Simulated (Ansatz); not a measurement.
Si63HC2 (cell with a defect)

Input file:

```
crystal:
  lattice:
    - [10.9403372, 0.0, 0.0]
    - [0.0, 10.9403372, 0.0]
    - [0.0, 0.0, 10.9403372]
  atoms:
    - { symbol: Si, position: [0.0, 0.0, 0.0] }
    - { symbol: Si, position: [0.125, 0.125, 0.125] }
    - { symbol: Si, position: [0.0, 0.25, 0.25] }
    - { symbol: Si, position: [0.125, 0.375, 0.375] }
    - { symbol: Si, position: [0.25, 0.0, 0.25] }
    - { symbol: Si, position: [0.375, 0.125, 0.375] }
    - { symbol: Si, position: [0.25, 0.25, 0.0] }
    - { symbol: Si, position: [0.375, 0.375, 0.125] }
    - { symbol: Si, position: [0.0, 0.0, 0.5] }
    - { symbol: Si, position: [0.125, 0.125, 0.625] }
    - { symbol: Si, position: [0.0, 0.25, 0.75] }
    - { symbol: Si, position: [0.125, 0.375, 0.875] }
    - { symbol: Si, position: [0.25, 0.0, 0.75] }
    - { symbol: Si, position: [0.375, 0.125, 0.875] }
    - { symbol: Si, position: [0.25, 0.25, 0.5] }
    - { symbol: Si, position: [0.375, 0.375, 0.625] }
    - { symbol: Si, position: [0.0, 0.5, 0.0] }
    - { symbol: Si, position: [0.125, 0.625, 0.125] }
    - { symbol: Si, position: [0.0, 0.75, 0.25] }
    - { symbol: Si, position: [0.125, 0.875, 0.375] }
    - { symbol: Si, position: [0.25, 0.5, 0.25] }
    - { symbol: Si, position: [0.375, 0.625, 0.375] }
    - { symbol: Si, position: [0.25, 0.75, 0.0] }
    - { symbol: Si, position: [0.375, 0.875, 0.125] }
    - { symbol: Si, position: [0.0, 0.5, 0.5] }
    - { symbol: Si, position: [0.125, 0.625, 0.625] }
    - { symbol: Si, position: [0.0, 0.75, 0.75] }
    - { symbol: Si, position: [0.125, 0.875, 0.875] }
    - { symbol: Si, position: [0.25, 0.5, 0.75] }
    - { symbol: Si, position: [0.375, 0.625, 0.875] }
    - { symbol: Si, position: [0.25, 0.75, 0.5] }
    - { symbol: Si, position: [0.375, 0.875, 0.625] }
    - { symbol: Si, position: [0.5, 0.0, 0.0] }
    - { symbol: Si, position: [0.625, 0.125, 0.125] }
    - { symbol: Si, position: [0.5, 0.25, 0.25] }
    - { symbol: Si, position: [0.625, 0.375, 0.375] }
    - { symbol: Si, position: [0.75, 0.0, 0.25] }
    - { symbol: Si, position: [0.875, 0.125, 0.375] }
    - { symbol: Si, position: [0.75, 0.25, 0.0] }
    - { symbol: Si, position: [0.875, 0.375, 0.125] }
    - { symbol: Si, position: [0.5, 0.0, 0.5] }
    - { symbol: Si, position: [0.625, 0.125, 0.625] }
    - { symbol: Si, position: [0.5, 0.25, 0.75] }
    - { symbol: Si, position: [0.625, 0.375, 0.875] }
    - { symbol: Si, position: [0.75, 0.0, 0.75] }
    - { symbol: Si, position: [0.875, 0.125, 0.875] }
    - { symbol: Si, position: [0.75, 0.25, 0.5] }
    - { symbol: Si, position: [0.875, 0.375, 0.625] }
    - { symbol: Si, position: [0.5, 0.5, 0.0] }
    - { symbol: Si, position: [0.625, 0.625, 0.125] }
    - { symbol: Si, position: [0.5, 0.75, 0.25] }
    - { symbol: Si, position: [0.625, 0.875, 0.375] }
    - { symbol: Si, position: [0.75, 0.5, 0.25] }
    - { symbol: Si, position: [0.875, 0.625, 0.375] }
    - { symbol: Si, position: [0.75, 0.75, 0.0] }
    - { symbol: Si, position: [0.875, 0.875, 0.125] }
    - { symbol: Si, position: [0.625, 0.625, 0.625] }
    - { symbol: Si, position: [0.5, 0.75, 0.75] }
    - { symbol: Si, position: [0.625, 0.875, 0.875] }
    - { symbol: Si, position: [0.75, 0.5, 0.75] }
    - { symbol: Si, position: [0.875, 0.625, 0.875] }
    - { symbol: Si, position: [0.75, 0.75, 0.5] }
    - { symbol: Si, position: [0.875, 0.875, 0.625] }
    - { symbol: C, position: [0.5, 0.5, 0.4433289862] }
    - { symbol: C, position: [0.5, 0.5, 0.5658114999], spin: 1.0 }
    - { symbol: H, position: [0.4337770313, 0.4337770313, 0.4104506578] }
  symmetry: { detect: false }
magnetization:
  spin_polarized: true
  initial_magnetization: 1.0
  spin_locking: { lock_magnetization: hard }
scf:
  occupations: { method: fixed }
output:
  forces: true
  stress: false
  eigenvalues: true
  populations: true
  efg: {}
  write_density: true
  write_potential: true
  elf: true
  volumetric_format: npy
kpoints:
  mp_grid: { grid: [1, 1, 1] }
relax:
  f_tol: 0.02
  max_steps: 60
```

Run with:

```sh
ansatz run input.yaml --threads 8 --pin off --max-ram 24576MiB --backend cpu --events-out ev --progress --plain --runs-dir out
```

The fields are those of the relaxed geometry.

Spin-polarised.

Computed with Ansatz 0.2.0, DFT PBE, scalar-relativistic, plane waves, PAW.

The density is the valence pseudo-density of a PAW calculation; it isn't the true density close to the nuclei.

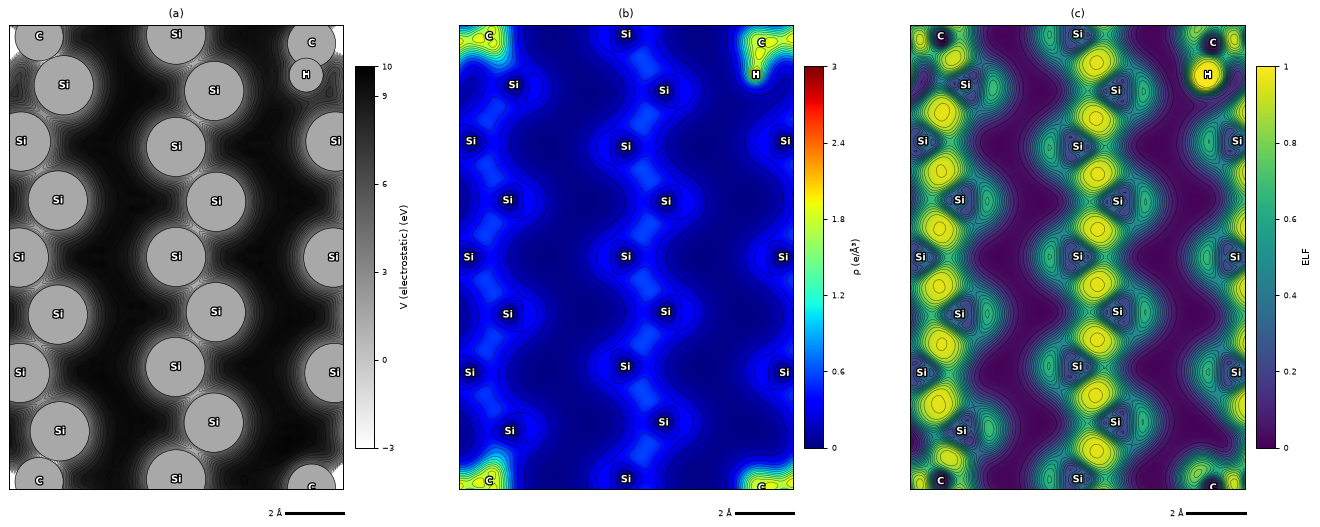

Figure 1. (a) electrostatic potential energy of an electron; (b) valence electron density; (c) ELF on the (11̄0) plane of the calculation cell. Grey discs cover the atomic cores in the potential map.

Question: Describe what can be read from this map.

Answer:
- The plane passes through Si, C and H nuclei.
- C–H (1.12 Å): ρ at the midpoint is about 1.8 e/Å³; the ELF climbs to about 1 towards the hydrogen, as it does in any bond to H: an ordinary covalent bond to hydrogen.
- Si–C (1.89 Å): ρ is about 0.88 e/Å³ halfway; the ELF peaks at about 0.95 between the atoms: a covalent bond.
- Si–Si (2.37 Å): the density is about 0.57 e/Å³ at the midpoint; the ELF peaks at about 0.95 between the atoms; localised, covalent bonding.
- Si–Si (2.42 Å): ρ at the midpoint is about 0.53 e/Å³; the ELF peaks at about 0.95 between the atoms; localised, covalent bonding.
- Between the atoms the lowest density in this plane is 0.02 e/Å³.
- Outside the cores the potential energy rises away from the atoms and is highest about 1.7 Å from the nearest atoms; its zero is arbitrary.

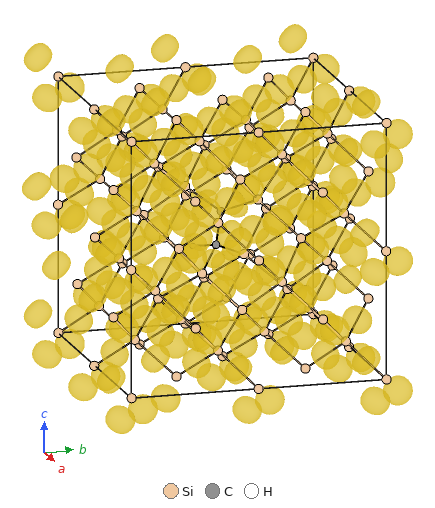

Figure 2. Isosurface of the electron localisation function at 0.85 (yellow), seen slightly off an axis. Core shells and regions of very low density are left out. Sticks mark near contacts.

Question: What do the ELF domains correspond to?

Answer: At this value the surface marks out one region between bonded C–C atoms (shared pairs), four regions between bonded C–Si atoms (shared pairs), 124 regions between bonded Si–Si atoms (shared pairs) and one region around a hydrogen nucleus, counted in one cell of 66 atoms. Any copies at cell faces, edges or corners count once.


 C–C (1.48 Å): the ELF peaks at about 0.95 between the atoms, as expected for a shared electron pair.
